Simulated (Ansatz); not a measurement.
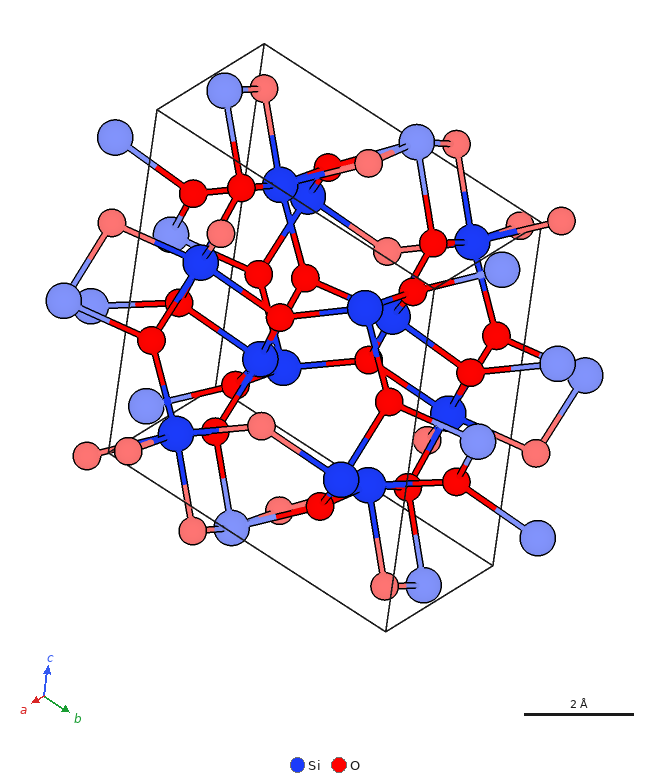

*The structure as given in the input (ball-and-stick view of the reduced cell, seen slightly off an axis; neighbours outside the cell are drawn fainter). An atom can appear more than once, as a periodic image.*

Near neighbours in the periodic cell (some may lie outside the picture): Si has 6 O at 1.75 to 1.84 Å; Si has 5 O at 1.75 to 1.89 Å; O has 3 Si at 1.75 to 1.89 Å.

**Run report: Si8O15, nudged elastic band (part 1 of 3)**

- system: Si8O15 (defect cell, 23 atoms in the cell)
- method: DFT PBE-D3(BJ), scalar-relativistic, plane waves, PAW, PAW set soft_1, no spin polarisation (Ansatz 0.2.0)

The structure derives from an entry of the Crystallography Open Database. One setting was made poor on purpose. It belongs to a series of runs on one base structure; here: band between the two ends.

**Output**
```
Warning: neb: disabling space-group detection — the band's intermediate images generally break the endpoint symmetry, so no spatial operation reduces the k-mesh or symmetrises the density, except that a semilocal band can use its path's symmetry ahead of convergence; time reversal is kept, so that k and −k are solved as one point where they differ and the mesh holds both, and exact exchange and, on two spinor components, a DFT+U term hold to it where the run has them: on two components no moment then forms, and a state that bears one, which a typed moment (crystal.atoms[].spin; refused beside efield: under a hybrid functional) reaches, can lie lower, under hf by electronvolts; crystal.symmetry.detect: false (a key that needs symmetry detection or time reversal refuses this as the deck is read) with time_reversal: false beside it drops time reversal too
Engine: ansatz 0.2.0, x86_64-unknown-linux-gnu
Pseudopotentials: kind: paw
Pseudopotential: Si, paw, valence charge 4, recommended cutoff 420 eV (normal), [file]
Pseudopotential: O, paw, valence charge 6, recommended cutoff 420 eV (normal), [file]
Functional definition: PBE
  parameter kappa = 0.804
  parameter beta = 0.06672455060314922
  exchange = pbe_x(kappa = kappa, mu = beta*pi^2/3)
  correlation = pbe_c(beta = beta)
NEB image 0
Crystal: 23 atoms, lattice volume = 185.845 Å³
Basis set: ecut = 420 eV, 3627 PW (Γ), exchange–correlation on 96×90×90 points (8 copies of the dense FFT grid, shifted against one another)
Bands: 84, of which v1, the nominal top of the filled ones, is band 61 counted from 1 (60 counted from 0)
Symmetry: 1 space group operations
k-points: 8
Non-local potential: Si, projectors of the file, l = 0: 2, l = 1: 2, l = 2: 1
Non-local potential: O, projectors of the file, l = 0: 2, l = 1: 2, l = 2: 1
PAW form: soft (Blöchl's): semilocal exchange-correlation on the pseudo side does not see the compensation charge
PAW one-centre angular grid: Si, 110 points (default); XC on 64 Gauss nodes
PAW one-centre angular grid: O, 110 points (default); XC on 64 Gauss nodes
Initial density: superposition of atomic densities (chi_scale 0.1, normalization cell, long waves kept (reshape's long-wave potential 0.11 eV rms))
Initial wavefunctions: pseudopotential atomic-orbital guess
Functional: x = pbe(κ = 0.804, μ = 0.2195149727645171), c = pbe(β = 0.06672455060314922)
SCF iter   1: F=—  HF=-13628.706115 eV  |F-HF|=—  |Δ(HF+E_count)|=         —  Δρ=1.39e-1  dr2=2.93e1  ethr=3.10e-3  ⟨swp⟩=6.1  Hψ=3048  notcnv=0  defer=80
preconditioner: auto → Resta (q_TF=auto, 2.543 Å⁻¹)  ε∞=3.6  [insulator: Δε(μ)=3.403 eV  Ē_g=18.646 eV  σ=0.050 eV  W_gap=1.00  n_scr=60 (ndim 8)  ℏωp=30.1 eV  f_vac=0.000  D(μ)=0.00/eV (n_scr^D=0)  ε∞_Penn≈3.6]
SCF iter   2: F=—  HF=-13621.079193 eV  |F-HF|=—  |Δ(HF+E_count)|=    7.63e0  Δρ=4.58e-2  dr2=1.79e0  ethr=3.10e-3  ⟨swp⟩=3.0  Hψ=1363  notcnv=0  defer=134
SCF iter   3: F=—  HF=-13621.064387 eV  |F-HF|=—  |Δ(HF+E_count)|=   1.48e-2  Δρ=2.29e-2  dr2=4.43e-1  ethr=1.47e-3  ⟨swp⟩=2.0  Hψ=826  notcnv=0  defer=134
SCF iter   4: F=—  HF=-13621.123027 eV  |F-HF|=—  |Δ(HF+E_count)|=   5.86e-2  Δρ=1.78e-3  dr2=3.84e-3  ethr=3.63e-4  ⟨swp⟩=4.0  Hψ=1116  notcnv=0  defer=134
SCF iter   5: F=—  HF=-13621.126014 eV  |F-HF|=—  |Δ(HF+E_count)|=   2.99e-3  Δρ=1.15e-3  dr2=1.71e-3  ethr=3.15e-6  ⟨swp⟩=2.0  Hψ=1026  notcnv=0  defer=134
SCF iter   6: F=—  HF=-13621.125870 eV  |F-HF|=—  |Δ(HF+E_count)|=   1.43e-4  Δρ=1.98e-4  dr2=5.86e-5  ethr=1.40e-6  ⟨swp⟩=2.0  Hψ=957  notcnv=0  defer=134
SCF iter   7: F=—  HF=-13621.126030 eV  |F-HF|=—  |Δ(HF+E_count)|=   1.60e-4  Δρ=4.74e-5  dr2=3.06e-6  ethr=4.81e-8  ⟨swp⟩=2.0  Hψ=1144  notcnv=0  defer=134
SCF iter   8: F=—  HF=-13621.126033 eV  |F-HF|=—  |Δ(HF+E_count)|=   3.03e-6  Δρ=3.00e-5  dr2=1.15e-6  ethr=2.50e-9  ⟨swp⟩=2.0  Hψ=1026  notcnv=0  defer=134
SCF iter   9: F=-13621.126033 eV  HF=-13621.126033 eV  |F-HF|=1.34e-8  |Δ(HF+E_count)|=   1.87e-7  Δρ=6.63e-6  dr2=6.19e-8  ethr=8.20e-11  ⟨swp⟩=3.2  Hψ=2649  notcnv=0
SCF 1 converged in 9 iterations: F = -13621.126033 eV  dr2 = 6.19e-8
  greatest PAW one-centre occupation: 0.861 electrons in one spin orbital (limit 2), on the O atom at site 4 (counted from 0), in its partial waves of l = 0
NSCF: frozen V_eff on 8 k-points
NEB image 4
SCF iter   1: F=—  HF=-13628.704764 eV  |F-HF|=—  |Δ(HF+E_count)|=         —  Δρ=1.39e-1  dr2=2.93e1  ethr=3.10e-3  ⟨swp⟩=6.1  Hψ=3047  notcnv=0  defer=79
preconditioner: auto → Resta (q_TF=auto, 2.543 Å⁻¹)  ε∞=3.6  [insulator: Δε(μ)=3.395 eV  Ē_g=18.648 eV  σ=0.050 eV  W_gap=1.00  n_scr=60 (ndim 8)  ℏωp=30.1 eV  f_vac=0.000  D(μ)=0.00/eV (n_scr^D=0)  ε∞_Penn≈3.6]
SCF iter   2: F=—  HF=-13621.078824 eV  |F-HF|=—  |Δ(HF+E_count)|=    7.63e0  Δρ=4.58e-2  dr2=1.79e0  ethr=3.10e-3  ⟨swp⟩=3.0  Hψ=1363  notcnv=0  defer=134
SCF iter   3: F=—  HF=-13621.064038 eV  |F-HF|=—  |Δ(HF+E_count)|=   1.48e-2  Δρ=2.29e-2  dr2=4.43e-1  ethr=1.47e-3  ⟨swp⟩=2.0  Hψ=826  notcnv=0  defer=134
SCF iter   4: F=—  HF=-13621.122691 eV  |F-HF|=—  |Δ(HF+E_count)|=   5.87e-2  Δρ=1.77e-3  dr2=3.83e-3  ethr=3.63e-4  ⟨swp⟩=4.0  Hψ=1116  notcnv=0  defer=134
SCF iter   5: F=—  HF=-13621.125688 eV  |F-HF|=—  |Δ(HF+E_count)|=   3.00e-3  Δρ=1.15e-3  dr2=1.70e-3  ethr=3.14e-6  ⟨swp⟩=2.0  Hψ=1026  notcnv=0  defer=134
SCF iter   6: F=—  HF=-13621.125542 eV  |F-HF|=—  |Δ(HF+E_count)|=   1.45e-4  Δρ=1.98e-4  dr2=5.91e-5  ethr=1.39e-6  ⟨swp⟩=2.0  Hψ=956  notcnv=0  defer=134
SCF iter   7: F=—  HF=-13621.125704 eV  |F-HF|=—  |Δ(HF+E_count)|=   1.61e-4  Δρ=4.74e-5  dr2=3.06e-6  ethr=4.84e-8  ⟨swp⟩=2.0  Hψ=1144  notcnv=0  defer=134
SCF iter   8: F=—  HF=-13621.125707 eV  |F-HF|=—  |Δ(HF+E_count)|=   3.05e-6  Δρ=2.99e-5  dr2=1.14e-6  ethr=2.51e-9  ⟨swp⟩=2.0  Hψ=1026  notcnv=0  defer=134
SCF iter   9: F=-13621.125707 eV  HF=-13621.125707 eV  |F-HF|=1.39e-8  |Δ(HF+E_count)|=   1.86e-7  Δρ=6.59e-6  dr2=6.14e-8  ethr=8.20e-11  ⟨swp⟩=3.2  Hψ=2649  notcnv=0
SCF 2 converged in 9 iterations: F = -13621.125707 eV  dr2 = 6.14e-8
NSCF: frozen V_eff on 8 k-points
NEB end point (image 0): max|allowed force component| = 1.520e-2 eV/Å (the criterion of neb.relax_end_points is 1.000e-2)
NEB end point (image 4): max|allowed force component| = 2.565e-2 eV/Å (the criterion of neb.relax_end_points is 1.000e-2)
NEB image 1
Initial density: superposition of atomic densities (chi_scale 0.1, normalization cell, long waves kept (reshape's long-wave potential 0.08 eV rms))
SCF iter   1: F=—  HF=-13626.241751 eV  |F-HF|=—  |Δ(HF+E_count)|=         —  Δρ=1.47e-1  dr2=3.34e1  ethr=3.10e-3  ⟨swp⟩=6.2  Hψ=3084  notcnv=0  defer=74
preconditioner: auto → Resta (q_TF=auto, 2.543 Å⁻¹)  ε∞=3.6  [insulator: Δε(μ)=2.571 eV  Ē_g=18.740 eV  σ=0.050 eV  W_gap=1.00  n_scr=60 (ndim 8)  ℏωp=30.1 eV  f_vac=0.000  D(μ)=0.00/eV (n_scr^D=0)  ε∞_Penn≈3.6]
SCF iter   2: F=—  HF=-13617.304349 eV  |F-HF|=—  |Δ(HF+E_count)|=    8.94e0  Δρ=4.72e-2  dr2=2.10e0  ethr=3.10e-3  ⟨swp⟩=3.0  Hψ=1366  notcnv=0  defer=133
SCF iter   3: F=—  HF=-13617.188271 eV  |F-HF|=—  |Δ(HF+E_count)|=   1.16e-1  Δρ=2.30e-2  dr2=4.48e-1  ethr=1.72e-3  ⟨swp⟩=2.1  Hψ=829  notcnv=0  defer=132
SCF iter   4: F=—  HF=-13617.239701 eV  |F-HF|=—  |Δ(HF+E_count)|=   5.14e-2  Δρ=3.26e-3  dr2=1.24e-2  ethr=3.67e-4  ⟨swp⟩=3.8  Hψ=1058  notcnv=0  defer=132
[...]
  greatest PAW one-centre occupation: 0.892 electrons in one spin orbital (limit 2), on the O atom at site 4 (counted from 0), in its partial waves of l = 0
NEB image 2
Initial density: superposition of atomic densities (chi_scale 0.1, normalization cell, long waves kept (reshape's long-wave potential 0.07 eV rms))
preconditioner: auto → Kerker (q_TF=auto, 2.543 Å⁻¹)  [metal: Δε(μ)=0.083 eV  Ē_g=18.819 eV  σ=0.050 eV  W_gap=0.39  n_scr=60 (ndim 8)  ℏωp=30.1 eV  f_vac=0.000  D(μ)=5.75/eV (n_scr^D=42)]
  greatest PAW one-centre occupation: 0.926 electrons in one spin orbital (limit 2), on the O atom at site 4 (counted from 0), in its partial waves of l = 0
NEB image 3
preconditioner: auto → Resta (q_TF=auto, 2.543 Å⁻¹)  ε∞=3.6  [insulator: Δε(μ)=2.559 eV  Ē_g=18.742 eV  σ=0.050 eV  W_gap=1.00  n_scr=60 (ndim 8)  ℏωp=30.1 eV  f_vac=0.000  D(μ)=0.00/eV (n_scr^D=0)  ε∞_Penn≈3.6]
NEB iter   1: max|band force component| = 1.947e1 eV/Å  barrier→ = 9.1406 eV  barrier← = 9.1403 eV  Δτ_max = 0.3426 Å  (50 SCF iters)
NEB image 1
Initial density: handed on by an earlier stage of this run
Initial wavefunctions: those handed on with the density
preconditioner: auto → Resta (q_TF=auto, 2.543 Å⁻¹)  ε∞=3.8  [insulator: Δε(μ)=1.731 eV  Ē_g=17.824 eV  σ=0.050 eV  W_gap=1.00  n_scr=60 (ndim 8)  ℏωp=30.1 eV  f_vac=0.000  D(μ)=0.00/eV (n_scr^D=0)  ε∞_Penn≈3.8]
  greatest PAW one-centre occupation: 0.872 electrons in one spin orbital (limit 2), on the O atom at site 4 (counted from 0), in its partial waves of l = 0
NEB image 2
preconditioner: auto → Resta (q_TF=auto, 2.543 Å⁻¹)  ε∞=3.8  [insulator: Δε(μ)=0.308 eV  Ē_g=17.850 eV  σ=0.050 eV  W_gap=0.91  n_scr=60 (ndim 8)  ℏωp=30.1 eV  f_vac=0.000  D(μ)=0.65/eV (n_scr^D=0)  ε∞_Penn≈3.8]
  greatest PAW one-centre occupation: 0.870 electrons in one spin orbital (limit 2), on the O atom at site 4 (counted from 0), in its partial waves of l = 0
NEB image 3
preconditioner: auto → Resta (q_TF=auto, 2.543 Å⁻¹)  ε∞=3.8  [insulator: Δε(μ)=1.737 eV  Ē_g=17.824 eV  σ=0.050 eV  W_gap=1.00  n_scr=60 (ndim 8)  ℏωp=30.1 eV  f_vac=0.000  D(μ)=0.00/eV (n_scr^D=0)  ε∞_Penn≈3.8]
NEB iter   2: max|band force component| = 7.801e0 eV/Å  barrier→ = 6.2151 eV  barrier← = 6.2148 eV  Δτ_max = 0.0358 Å  (25 SCF iters)
[... from here on the SCF iterations and repeated set-up lines of each step are left out, up to the last step ...]
NEB image 1
NEB image 2
NEB image 3
NEB iter   3: max|band force component| = 5.598e0 eV/Å  barrier→ = 5.2957 eV  barrier← = 5.2954 eV  Δτ_max = 0.0602 Å  (24 SCF iters)
NEB image 1
NEB image 2
NEB image 3
NEB iter   4: max|band force component| = 1.718e0 eV/Å  barrier→ = 4.4662 eV  barrier← = 4.4658 eV  Δτ_max = 0.0641 Å  (24 SCF iters)
NEB image 1
NEB image 2
NEB image 3
NEB iter   5: max|band force component| = 2.921e0 eV/Å  barrier→ = 4.4886 eV  barrier← = 4.4883 eV  Δτ_max = 0.0033 Å  (24 SCF iters)
NEB image 1
NEB image 2
NEB image 3
NEB iter   6: max|band force component| = 2.693e0 eV/Å  barrier→ = 4.4587 eV  barrier← = 4.4584 eV  Δτ_max = 0.0064 Å  (17 SCF iters)
NEB image 1
NEB image 2
NEB image 3
NEB iter   7: max|band force component| = 2.260e0 eV/Å  barrier→ = 4.4066 eV  barrier← = 4.4063 eV  Δτ_max = 0.0090 Å  (18 SCF iters)
NEB image 1
NEB image 2
NEB image 3
NEB iter   8: max|band force component| = 1.667e0 eV/Å  barrier→ = 4.3454 eV  barrier← = 4.3451 eV  Δτ_max = 0.0109 Å  (18 SCF iters)
NEB image 1
NEB image 2
NEB image 3
NEB iter   9: max|band force component| = 9.760e-1 eV/Å  barrier→ = 4.2899 eV  barrier← = 4.2896 eV  Δτ_max = 0.0118 Å  (18 SCF iters)
NEB image 1
NEB image 2
NEB image 3
NEB iter  10: max|band force component| = 7.484e-1 eV/Å  barrier→ = 4.2518 eV  barrier← = 4.2514 eV  Δτ_max = 0.0115 Å  (18 SCF iters)
NEB image 1
NEB image 2
NEB image 3
NEB iter  11: max|band force component| = 6.371e-1 eV/Å  barrier→ = 4.2354 eV  barrier← = 4.2350 eV  Δτ_max = 0.0107 Å  (18 SCF iters)
NEB image 1
NEB image 2
NEB image 3
NEB iter  12: max|band force component| = 9.660e-1 eV/Å  barrier→ = 4.2359 eV  barrier← = 4.2356 eV  Δτ_max = 0.0012 Å  (19 SCF iters)
NEB image 1
NEB image 2
NEB image 3
NEB iter  13: max|band force component| = 8.812e-1 eV/Å  barrier→ = 4.2306 eV  barrier← = 4.2303 eV  Δτ_max = 0.0023 Å  (14 SCF iters)
NEB image 1
NEB image 2
NEB image 3
NEB iter  14: max|band force component| = 7.184e-1 eV/Å  barrier→ = 4.2213 eV  barrier← = 4.2210 eV  Δτ_max = 0.0032 Å  (17 SCF iters)
NEB image 1
NEB image 2
NEB image 3
NEB iter  15: max|band force component| = 5.010e-1 eV/Å  barrier→ = 4.2104 eV  barrier← = 4.2100 eV  Δτ_max = 0.0037 Å  (17 SCF iters)
NEB image 1
NEB image 2
NEB image 3
NEB iter  16: max|band force component| = 4.878e-1 eV/Å  barrier→ = 4.2001 eV  barrier← = 4.1998 eV  CI = image 2  Δτ_max = 0.0037 Å  (17 SCF iters)
NEB image 1
NEB image 2
NEB image 3
NEB iter  17: max|band force component| = 4.673e-1 eV/Å  barrier→ = 4.1923 eV  barrier← = 4.1919 eV  CI = image 2  Δτ_max = 0.0043 Å  (17 SCF iters)
NEB image 1
NEB image 2
NEB image 3
NEB iter  18: max|band force component| = 4.374e-1 eV/Å  barrier→ = 4.1870 eV  barrier← = 4.1867 eV  CI = image 2  Δτ_max = 0.0055 Å  (18 SCF iters)
NEB image 1
NEB image 2
NEB image 3
NEB iter  19: max|band force component| = 4.857e-1 eV/Å  barrier→ = 4.1827 eV  barrier← = 4.1824 eV  CI = image 2  Δτ_max = 0.0067 Å  (17 SCF iters)
NEB image 1
NEB image 2
NEB image 3
NEB iter  20: max|band force component| = 5.765e-1 eV/Å  barrier→ = 4.1774 eV  barrier← = 4.1771 eV  CI = image 2  Δτ_max = 0.0078 Å  (18 SCF iters)
NEB image 1
NEB image 2
NEB image 3
NEB iter  21: max|band force component| = 5.224e-1 eV/Å  barrier→ = 4.1695 eV  barrier← = 4.1692 eV  CI = image 2  Δτ_max = 0.0089 Å  (17 SCF iters)
NEB image 1
NEB image 2
NEB image 3
NEB iter  22: max|band force component| = 3.108e-1 eV/Å  barrier→ = 4.1603 eV  barrier← = 4.1599 eV  CI = image 2  Δτ_max = 0.0098 Å  (19 SCF iters)
NEB image 1
NEB image 2
NEB image 3
NEB iter  23: max|band force component| = 1.711e-1 eV/Å  barrier→ = 4.1548 eV  barrier← = 4.1545 eV  CI = image 2  Δτ_max = 0.0097 Å  (20 SCF iters)
NEB image 1
NEB image 2
NEB image 3
NEB iter  24: max|band force component| = 3.594e-1 eV/Å  barrier→ = 4.1568 eV  barrier← = 4.1564 eV  CI = image 2  Δτ_max = 0.0004 Å  (20 SCF iters)
NEB image 1
NEB image 2
NEB image 3
NEB iter  25: max|band force component| = 3.366e-1 eV/Å  barrier→ = 4.1563 eV  barrier← = 4.1560 eV  CI = image 2  Δτ_max = 0.0007 Å  (11 SCF iters)
NEB image 1
NEB image 2
NEB image 3
NEB iter  26: max|band force component| = 2.923e-1 eV/Å  barrier→ = 4.1555 eV  barrier← = 4.1552 eV  CI = image 2  Δτ_max = 0.0010 Å  (14 SCF iters)
NEB image 1
NEB image 2
NEB image 3
NEB iter  27: max|band force component| = 2.295e-1 eV/Å  barrier→ = 4.1546 eV  barrier← = 4.1542 eV  CI = image 2  Δτ_max = 0.0013 Å  (14 SCF iters)
NEB image 1
NEB image 2
NEB image 3
NEB iter  28: max|band force component| = 1.525e-1 eV/Å  barrier→ = 4.1536 eV  barrier← = 4.1533 eV  CI = image 2  Δτ_max = 0.0014 Å  (14 SCF iters)
NEB image 1
NEB image 2
NEB image 3
NEB iter  29: max|band force component| = 8.116e-2 eV/Å  barrier→ = 4.1529 eV  barrier← = 4.1526 eV  CI = image 2  Δτ_max = 0.0014 Å  (14 SCF iters)
NEB image 1
NEB image 2
NEB image 3
NEB iter  30: max|band force component| = 8.003e-2 eV/Å  barrier→ = 4.1526 eV  barrier← = 4.1522 eV  CI = image 2  Δτ_max = 0.0014 Å  (14 SCF iters)
NEB image 1
NEB image 2
NEB image 3
NEB iter  31: max|band force component| = 1.235e-1 eV/Å  barrier→ = 4.1525 eV  barrier← = 4.1521 eV  CI = image 2  Δτ_max = 0.0001 Å  (14 SCF iters)
NEB image 1
NEB image 2
NEB image 3
NEB iter  32: max|band force component| = 1.154e-1 eV/Å  barrier→ = 4.1524 eV  barrier← = 4.1521 eV  CI = image 2  Δτ_max = 0.0003 Å  (9 SCF iters)
NEB image 1
NEB image 2
NEB image 3
NEB iter  33: max|band force component| = 1.000e-1 eV/Å  barrier→ = 4.1523 eV  barrier← = 4.1520 eV  CI = image 2  Δτ_max = 0.0004 Å  (11 SCF iters)
NEB image 1
NEB image 2
NEB image 3
NEB iter  34: max|band force component| = 7.857e-2 eV/Å  barrier→ = 4.1521 eV  barrier← = 4.1518 eV  CI = image 2  Δτ_max = 0.0005 Å  (13 SCF iters)
NEB image 1
NEB image 2
NEB image 3
NEB iter  35: max|band force component| = 5.670e-2 eV/Å  barrier→ = 4.1520 eV  barrier← = 4.1517 eV  CI = image 2  Δτ_max = 0.0005 Å  (13 SCF iters)
NEB image 1
NEB image 2
NEB image 3
NEB iter  36: max|band force component| = 5.063e-2 eV/Å  barrier→ = 4.1519 eV  barrier← = 4.1515 eV  CI = image 2  Δτ_max = 0.0006 Å  (14 SCF iters)
NEB image 1
NEB image 2
NEB image 3
preconditioner: auto → Resta (q_TF=auto, 2.543 Å⁻¹)  ε∞=3.9  [insulator: Δε(μ)=2.444 eV  Ē_g=17.738 eV  σ=0.050 eV  W_gap=1.00  n_scr=60 (ndim 8)  ℏωp=30.1 eV  f_vac=0.000  D(μ)=0.00/eV (n_scr^D=0)  ε∞_Penn≈3.9]
NEB image 1
NSCF: frozen V_eff on 8 k-points
NEB image 3
NSCF: frozen V_eff on 8 k-points
NEB image 2
NSCF: frozen V_eff on 8 k-points
the band table was solved once a step of the walk had ended and its energy, with any forces and stress, was formed, with the checks that follow a solve (2875 applications of the Hamiltonian). They found nothing against the state; the energy, forces and stress were not computed again (output.eigenvalues in the input reference)
NEB iter  37: max|band force component| = 4.585e-2 eV/Å  barrier→ = 4.1518 eV  barrier← = 4.1514 eV  CI = image 2  Δτ_max = 0.0000 Å  (13 SCF iters)
```

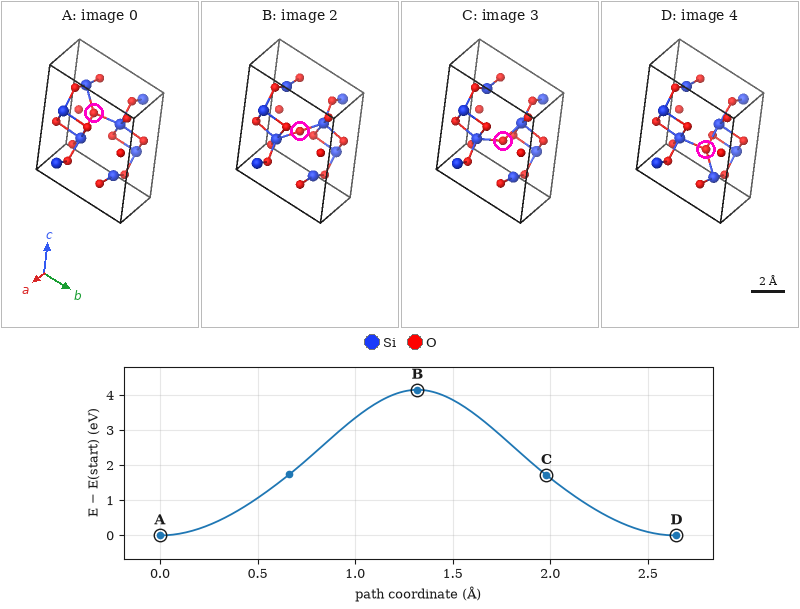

*Images of the last band (counted from 0; ball-and-stick, reduced simulation cell, seen slightly off an axis), with the moving atom and its periodic copies ringed, above the energy along the path; the line is a cubic interpolation that uses the forces.*

The highest image is number 2, 4.152 eV above the start and 4.151 eV above the end (the climbing image); start and end have the same energy. The path is 2.65 Å long, and O5 moves most (2.38 Å). The band converged in 37 iterations.

```
Free energy (F): -13616.974282 eV
Harris-Foulkes:  -13616.974282 eV  (|F-HF|=7.16e-8)
Internal energy: -13616.946308 eV  (E = F + TS)
E sigma→0 (E₀):  -13616.960295 eV
Entropy (-TS):   -0.027973 eV (-1.216 meV/atom)
Fermi energy:    13.483293 eV
--- Per-component energies (eV) ---
  E_band       = 220.541338
  E_kinetic    = 2978.132069
  E_local      = -4829.667380  (includes V_loc(G=0)·N_el)
  E_nonlocal   = 952.828251
  E_hartree    = 1795.350602
  E_xc         = -1549.217907
  E_vxc        = -1787.187887  (∫ρ·V_xc dr)
  E_paw        = -6549.570882  (= ΣΔE_a)
  E_vpaw       = -684.279925  (= ΣTr[D̂ρ^β])
  E_aug_tail   = 0.012184  (compensation charges beyond the density's cutoff)
  E_ewald      = -6409.322164
  E_disp       = -5.491082  (pairwise vdW)
  E_smearing   = -0.027973  (= −TS)
  E_closure    = 0.000000  (closes the sum)
  Σ components = -13616.974282   (vs F -13616.974282, Δ=0.00e0)
--- Forces (eV/Å), atoms counted from 1 ---
  atom   1  Si     0.00674484     0.00209637    -0.01222207
  atom   2  Si    -0.00090923     0.02866902     0.01952326
  atom   3  Si    -0.00593367    -0.00179636     0.01201153
  atom   4  Si     0.00045143    -0.00733438     0.00752582
  atom   5  O     -0.00124716    -0.00177007    -0.00053466
  atom   6  O     -0.00790305     0.01019417     0.00721207
  atom   7  O      0.01821498    -0.00262617    -0.01585346
  atom   8  O      0.03115541    -0.00752851     0.02522454
  atom   9  O     -0.01515581     0.01944339    -0.00798269
  atom  10  O     -0.02532813     0.02417619    -0.01003935
  atom  11  O      0.01004063     0.01760376     0.00336357
  atom  12  O      0.00525985    -0.02894504    -0.00720519
[...]
  atom  13  Si     0.00340593    -0.01177130     0.00031671
  atom  14  Si    -0.00045014     0.00793802    -0.00746655
  atom  15  Si    -0.00318721     0.01269681    -0.00036633
  atom  16  Si     0.00101624    -0.02962772    -0.01884881
  atom  17  O      0.01474485    -0.01817032     0.00788094
  atom  18  O      0.02501230    -0.02485494     0.00998952
  atom  19  O     -0.00906508    -0.01709910    -0.00336205
  atom  20  O     -0.00597191     0.02856975     0.00721314
  atom  21  O      0.00817570    -0.01026439    -0.00691771
  atom  22  O     -0.01824900     0.00309502     0.01554376
  atom  23  O     -0.03082268     0.00730357    -0.02500664
  max |Σ_I F_I| component: 2.22e-6 eV/Å
--- Band table (eV; the first three rows and the last of 8) ---
```
